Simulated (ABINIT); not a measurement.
# Bi$_{2}$Te$_{3}$: single-point calculation (part 1 of 2)

- system: Bi$_{2}$Te$_{3}$ (R-3m, 5 atoms in the cell)
- method: Kohn-Sham DFT of a periodic cell, LDA, HGH LDA, no spin polarisation (ABINIT 10.8.3)

The structure derives from an entry of the Crystallography Open Database.

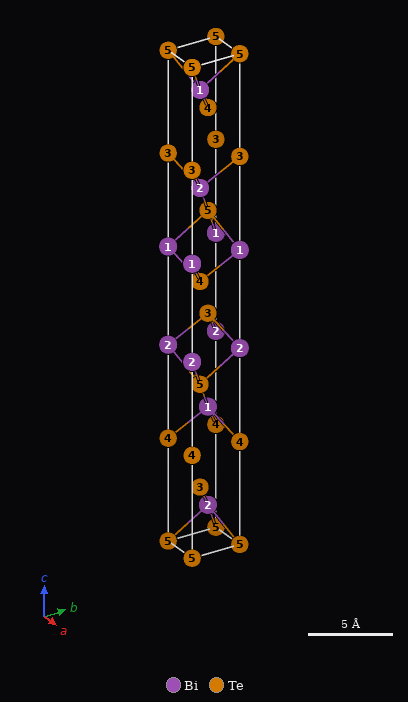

Fig. 1: The input geometry (ball-and-stick view of the cell 3 times as large as that of the calculation, set on its symmetry axes, seen slightly off an axis; atoms are numbered from 1 in the order of the input). An atom can appear more than once, as a periodic image.

**Summary**

- outcome: converged
- space group (tolerance 0.01 Å): R-3m (166)
- electrons treated: 28
- free energy: −979.6196 eV
- Fermi energy: 1.170 eV
- gap on the k-point mesh: 0.22 eV
- pressure: −2.17 GPa
- largest force (length of the vector): 0.195 eV/Å
- hardware: 4 threads of Intel Xeon (Granite Rapids), 192 GiB of memory available, shared host
- wall time: 28 s (CPU time 1.9 min)
- peak memory: 0.6 GiB

Points of doubt noted for this run: cutoff too low for stress. Spin–orbit coupling is left out, which matters for Bi.

**Input**
```
# Pseudopotentials
pp_dirpath "./"
pseudos "Bi.hgh, Te.hgh"

# Structure
acell 19.7973602648 19.7973602648 19.7973602648
rprim
     0.2093293922     0.1208563809     0.9703478452
    -0.2093293922     0.1208563809     0.9703478452
     0.0000000000    -0.2417127619     0.9703478452
ntypat 2
znucl 83 52
natom 5
typat 1 1 2 2 2
xred
     0.6000000000     0.6000000000     0.6000000000
     0.4000000000     0.4000000000     0.4000000000
     0.7905000000     0.7905000000     0.7905000000
     0.2095000000     0.2095000000     0.2095000000
     0.0000000000     0.0000000000     0.0000000000

# Plane-wave basis
ecut 14.0

# k points
kptopt 1
ngkpt 5 5 5
nshiftk 1
shiftk 0.0 0.0 0.0

# Exchange and correlation
ixc 7

# Bands and occupations
nband 18
occopt 3
tsmear 0.05 eV

# SCF cycle
nstep 100
tolvrs 1.0e-10

# Output
iomode 3
prtwf 0
prtden 0
prteig 0
prtebands 0
prtvol 2
```

Launch command:
```bash
mpirun --bind-to none -np 4 abinit run.abi > log 2>&1
```

**The program's output**
```
.Version 10.8.3 of ABINIT
 Symmetries : space group R-3 m (#166); Bravais hR (rhombohedral)
================================================================================
 Values of the parameters that define the memory need of the present run
     intxc =       0    ionmov =       0      iscf =       7    lmnmax =       6
     lnmax =       6     mgfft =      72  mpssoang =       3    mqgrid =    3001
     natom =       5  nloc_mem =       1    nspden =       1   nspinor =       1
    nsppol =       1      nsym =      12    n1xccc =       0    ntypat =       2
    occopt =       3   xclevel =       1
       mpw =        2874          nfft =      373248          nkpt =          19
================================================================================
================================================================================

--------------------------------------------------------------------------------
------------- Echo of variables that govern the present computation ------------
--------------------------------------------------------------------------------
 -outvars: echo values of preprocessed input variables --------
            acell      1.9797360265E+01  1.9797360265E+01  1.9797360265E+01 Bohr
              amu      2.08980370E+02  1.27600000E+02
             ecut      1.40000000E+01 Hartree
              ixc           7
         kptrlatt        5    0    0      0    5    0      0    0    5
          kptrlen      4.14416939E+01
            natom           5
            nband          18
            ngfft          72      72      72
             nkpt          19
            nstep         100
             nsym          12
           ntypat           2
           occopt           3
           prtden           0
        prtebands           0
           prteig           0
           prtvol           2
            prtwf           0
            rprim      2.0932939220E-01  1.2085638090E-01  9.7034784520E-01
                      -2.0932939220E-01  1.2085638090E-01  9.7034784520E-01
                       0.0000000000E+00 -2.4171276190E-01  9.7034784520E-01
          spgroup         166
           tolvrs      1.00000000E-10
           tsmear      1.83746611E-03 Hartree
            typat      1  1  2  2  2
           xangst     -1.0164023807E-17 -6.2857914238E-10  1.8298199987E+01
                      -2.5410059518E-18 -4.1905265177E-10  1.2198799991E+01
                       1.4714455046E-17 -8.2815289667E-10  2.4107878483E+01
                      -2.7419484805E-17 -2.1947875691E-10  6.3891214955E+00
                       0.0000000000E+00  0.0000000000E+00  0.0000000000E+00
            xcart     -1.9207221333E-17 -1.1878424276E-09  3.4578586572E+01
                      -4.8018053332E-18 -7.9189474419E-10  2.3052391048E+01
                       2.7806290128E-17 -1.5649821651E-09  4.5557287809E+01
                      -5.1815316794E-17 -4.1475474102E-10  1.2073689812E+01
                       0.0000000000E+00  0.0000000000E+00  0.0000000000E+00
             xred      6.0000000000E-01  6.0000000000E-01  6.0000000000E-01
                       4.0000000000E-01  4.0000000000E-01  4.0000000000E-01
                       7.9050000000E-01  7.9050000000E-01  7.9050000000E-01
                       2.0950000000E-01  2.0950000000E-01  2.0950000000E-01
                       0.0000000000E+00  0.0000000000E+00  0.0000000000E+00
            znucl       83.00000   52.00000

================================================================================

 chkinp: Checking input parameters for consistency.

================================================================================
== DATASET  1 ==================================================================

--- !DatasetInfo
iteration_state: {dtset: 1, }
dimensions: {natom: 5, nkpt: 19, mband: 18, nsppol: 1, nspinor: 1, nspden: 1, mpw: 2874, }
cutoff_energies: {ecut:  14.0, pawecutdg:  -1.0, }
electrons: {nelect:   2.80000000E+01, charge:   0.00000000E+00, occopt:   3.00000000E+00, tsmear:   1.83746611E-03, }
meta: {optdriver: 0, ionmov: 0, optcell: 0, iscf: 7, paral_kgb: 0, }
...

 Exchange-correlation functional for the present dataset will be:
  LDA: Perdew-Wang 92 LSD fit to Ceperley-Alder data - ixc=7
  J.P.Perdew and Y.Wang, PRB 45, 13244 (1992)

 Real(R)+Recip(G) space primitive vectors, cartesian coordinates (Bohr,Bohr^-1):
 R(1)=  4.1441694  2.3926373 19.2103259  G(1)=  0.1206514  0.0696581  0.0173518
 R(2)= -4.1441694  2.3926373 19.2103259  G(2)= -0.1206514  0.0696581  0.0173518
 R(3)=  0.0000000 -4.7852746 19.2103259  G(3)=  0.0000000 -0.1393163  0.0173518
 Unit cell volume ucvol=  1.1428793E+03 bohr^3
 Angles (23,13,12)=  2.41661116E+01  2.41661116E+01  2.41661116E+01 degrees

 getcut: wavevector=  0.0000  0.0000  0.0000  ngfft=  72  72  72
         ecut(hartree)=     14.000   => boxcut(ratio)=   2.15938

--- Pseudopotential description ------------------------------------------------
- pspini: atom type   1  psp file is ./Bi.hgh
    3    1    2    0      2001   0.00000      pspcod,pspxc,lmax,lloc,mmax,r2well

 pspatm : COMMENT -
  the projectors are not normalized,
  so that the KB energies are not consistent with
  definition in PRB44, 8503 (1991).
  However, this does not influence the results obtained hereafter.

- pspini: atom type   2  psp file is ./Te.hgh
    3    1    2    0      2001   0.00000      pspcod,pspxc,lmax,lloc,mmax,r2well

 pspatm : COMMENT -
  the projectors are not normalized,
  so that the KB energies are not consistent with
  definition in PRB44, 8503 (1991).
  However, this does not influence the results obtained hereafter.

   5.35643408E+03                                ecore*ucvol(ha*bohr**3)
--------------------------------------------------------------------------------

================================================================================

--- !BeginCycle
iteration_state: {dtset: 1, }
solver: {iscf: 7, nstep: 100, nline: 4, wfoptalg: 0, }
tolerances: {tolvrs: 1.00E-10, }
...

     iter   Etot(hartree)      deltaE(h)  residm     vres2
 ETOT  1  -35.905114586172    -3.591E+01 3.468E-02 3.142E+03
 ETOT  2  -35.995249096410    -9.013E-02 2.660E-03 2.719E+02
 ETOT  3  -35.999632374126    -4.383E-03 2.327E-03 4.327E+01
 ETOT  4  -36.000350787331    -7.184E-04 3.050E-04 3.650E-01
 ETOT  5  -36.000357040926    -6.254E-06 2.915E-04 3.128E-03
 ETOT  6  -36.000357132470    -9.154E-08 7.696E-05 8.940E-04
 ETOT  7  -36.000357147675    -1.521E-08 1.456E-04 1.064E-05
 ETOT  8  -36.000357147972    -2.969E-10 4.165E-05 2.119E-07
 ETOT  9  -36.000357147975    -2.601E-12 1.176E-04 2.729E-07
 ETOT 10  -36.000357147978    -3.553E-12 4.809E-05 4.811E-10
 ETOT 11  -36.000357147979    -5.187E-13 8.533E-05 6.148E-10
 ETOT 12  -36.000357147979     1.208E-13 5.452E-05 5.253E-11

 At SCF step   12       vres2   =  5.25E-11 < tolvrs=  1.00E-10 =>converged.

 Cartesian components of stress tensor (hartree/bohr^3)
  sigma(1 1)=  6.87309092E-05  sigma(3 2)=  1.43232164E-13
  sigma(2 2)=  6.87309094E-05  sigma(3 1)=  0.00000000E+00
  sigma(3 3)=  8.41369539E-05  sigma(2 1)=  0.00000000E+00

--- !ResultsGS
iteration_state: {dtset: 1, }
comment   : Summary of ground state results
lattice_vectors:
- [  4.1441694,   2.3926373,  19.2103259, ]
- [ -4.1441694,   2.3926373,  19.2103259, ]
- [  0.0000000,  -4.7852746,  19.2103259, ]
lattice_lengths: [  19.79736,   19.79736,   19.79736, ]
lattice_angles: [ 24.166,  24.166,  24.166, ] # degrees, (23, 13, 12)
lattice_volume:   1.1428793E+03
convergence: {deltae:  1.208E-13, res2:  5.253E-11, residm:  5.452E-05, diffor: null, }
etotal    :  -3.60003571E+01
entropy   :   0.00000000E+00
fermie    :   4.29943074E-02
cartesian_stress_tensor: # hartree/bohr^3
- [  6.87309092E-05,   0.00000000E+00,   0.00000000E+00, ]
- [  0.00000000E+00,   6.87309094E-05,   1.43232164E-13, ]
- [  0.00000000E+00,   1.43232164E-13,   8.41369539E-05, ]
pressure_GPa:  -2.1732E+00
xred      :
- [  6.0000E-01,   6.0000E-01,   6.0000E-01, Bi]
- [  4.0000E-01,   4.0000E-01,   4.0000E-01, Bi]
- [  7.9050E-01,   7.9050E-01,   7.9050E-01, Te]
- [  2.0950E-01,   2.0950E-01,   2.0950E-01, Te]
- [  0.0000E+00,   0.0000E+00,   0.0000E+00, Te]
cartesian_forces: # hartree/bohr
- [ -7.85636664E-19,  -2.74464740E-19,  -1.19203253E-03, ]
- [  7.76584402E-19,   5.34673261E-19,   1.19203253E-03, ]
- [ -2.20084371E-18,  -2.23455315E-19,  -3.78477644E-03, ]
- [  2.20687856E-18,   4.99829671E-20,   3.78477644E-03, ]
- [  3.01742043E-21,  -8.67361738E-20,  -0.00000000E+00, ]
force_length_stats: {min:   8.67886437E-20, max:   3.78477644E-03, mean:   1.99072359E-03, }
...

 Integrated electronic density in atomic spheres:
 ------------------------------------------------
 Atom  Sphere_radius  Integrated_density
    1        2.00000          1.40351323
    2        2.00000          1.40351323
    3        2.00000          2.14209162
    4        2.00000          2.14209162
    5        2.00000          2.16425018
================================================================================

 ----iterations are completed or convergence reached----

 Mean square residual over all n,k,spin=   32.523E-08; max=  54.523E-06
   0.0000  0.0000  0.0000    1  5.45227E-05 kpt; spin; max resid(k); each band:
  3.59E-17 3.94E-18 5.18E-17 6.24E-18 4.98E-17 5.84E-18 2.39E-17 4.01E-17
  4.13E-17 1.37E-19 1.45E-19 3.96E-17 4.55E-17 1.01E-16 6.64E-16 1.21E-13
  6.00E-14 5.45E-05
   0.2000  0.0000  0.0000    1  9.26545E-06 kpt; spin; max resid(k); each band:
  3.61E-17 4.57E-18 5.28E-17 1.36E-17 4.61E-17 2.25E-17 1.29E-17 3.04E-17
  3.02E-17 1.18E-17 1.85E-17 4.11E-17 1.64E-17 3.80E-17 1.35E-11 5.60E-09
  1.07E-08 9.27E-06
   0.4000  0.0000  0.0000    1  1.07637E-10 kpt; spin; max resid(k); each band:
  3.54E-17 1.05E-17 5.59E-17 5.16E-18 4.27E-17 2.52E-17 2.00E-17 1.96E-17
  3.01E-17 1.91E-17 5.33E-18 2.58E-17 3.79E-17 2.01E-17 2.05E-17 9.65E-18
  2.94E-12 1.08E-10
   0.2000  0.2000  0.0000    1  6.39992E-07 kpt; spin; max resid(k); each band:
  3.64E-17 5.72E-18 5.32E-17 1.16E-17 4.72E-17 1.82E-17 2.19E-17 2.96E-17
  2.53E-17 3.92E-19 2.73E-17 3.67E-17 7.93E-18 3.09E-17 2.15E-12 3.20E-10
  1.85E-10 6.40E-07
   0.4000  0.2000  0.0000    1  2.30597E-06 kpt; spin; max resid(k); each band:
  3.66E-17 7.26E-18 5.48E-17 1.59E-17 4.38E-17 2.24E-17 2.49E-17 8.63E-18
  2.86E-17 7.77E-18 2.98E-17 2.26E-17 2.56E-17 3.41E-17 6.65E-17 4.87E-16
  1.68E-10 2.31E-06
  -0.4000  0.2000  0.0000    1  3.87517E-07 kpt; spin; max resid(k); each band:
  2.93E-17 6.45E-18 5.25E-17 1.08E-17 5.59E-17 2.26E-17 2.62E-17 2.49E-17
  1.10E-17 2.37E-17 5.05E-18 2.42E-17 3.57E-17 2.92E-17 7.31E-13 3.34E-11
  1.09E-10 3.88E-07
  -0.2000  0.2000  0.0000    1  2.86334E-08 kpt; spin; max resid(k); each band:
  3.57E-17 3.03E-18 5.41E-17 3.37E-18 5.19E-17 2.72E-17 1.79E-17 2.02E-17
  1.10E-17 3.54E-17 6.70E-18 2.69E-17 2.46E-17 3.34E-17 1.17E-17 1.99E-15
  1.13E-16 2.86E-08
   0.4000  0.4000  0.0000    1  2.03203E-06 kpt; spin; max resid(k); each band:
  3.48E-17 3.84E-18 5.38E-17 1.77E-17 4.55E-17 2.45E-17 2.39E-17 1.10E-17
  3.16E-17 6.51E-19 2.17E-17 6.42E-18 3.09E-17 3.98E-17 2.02E-11 5.54E-11
  3.87E-08 2.03E-06
  -0.4000  0.4000  0.0000    1  1.30599E-07 kpt; spin; max resid(k); each band:
  3.25E-17 5.93E-18 5.55E-17 3.32E-18 5.02E-17 2.73E-17 5.14E-18 2.42E-17
  3.44E-17 1.10E-17 6.58E-18 2.52E-17 3.29E-17 2.77E-17 1.38E-17 8.72E-18
  1.48E-17 1.31E-07
   0.2000  0.2000  0.2000    1  7.82680E-06 kpt; spin; max resid(k); each band:
  3.67E-17 8.15E-18 5.26E-17 1.68E-17 4.26E-17 1.75E-17 2.84E-17 2.77E-17
  2.78E-17 2.23E-17 2.16E-17 4.05E-17 4.16E-17 3.05E-17 1.04E-14 8.75E-14
  4.49E-12 7.83E-06
   0.4000  0.2000  0.2000    1  6.10797E-07 kpt; spin; max resid(k); each band:
  3.78E-17 9.00E-18 5.43E-17 1.46E-17 4.18E-17 2.09E-17 1.54E-17 3.52E-17
  3.13E-17 6.65E-18 1.18E-17 2.71E-17 3.62E-17 2.55E-17 6.86E-15 7.92E-12
  1.55E-09 6.11E-07
  -0.4000  0.2000  0.2000    1  2.09769E-09 kpt; spin; max resid(k); each band:
  4.03E-17 5.07E-18 5.49E-17 1.39E-17 4.50E-17 2.81E-17 1.21E-17 2.68E-17
  2.89E-17 1.70E-17 8.99E-18 2.67E-17 3.87E-17 1.98E-17 3.47E-17 1.83E-17
  6.37E-16 2.10E-09
  -0.2000  0.2000  0.2000    1  1.28758E-07 kpt; spin; max resid(k); each band:
  3.43E-17 5.82E-18 5.45E-17 1.51E-17 4.30E-17 2.34E-17 2.39E-17 2.66E-17
  5.15E-18 2.45E-17 1.00E-17 2.64E-17 3.59E-17 1.71E-17 9.44E-16 3.36E-14
  1.12E-10 1.29E-07
   0.4000  0.4000  0.2000    1  2.29441E-05 kpt; spin; max resid(k); each band:
  3.90E-17 8.53E-18 5.49E-17 1.33E-17 4.19E-17 1.89E-17 3.17E-17 2.76E-17
```
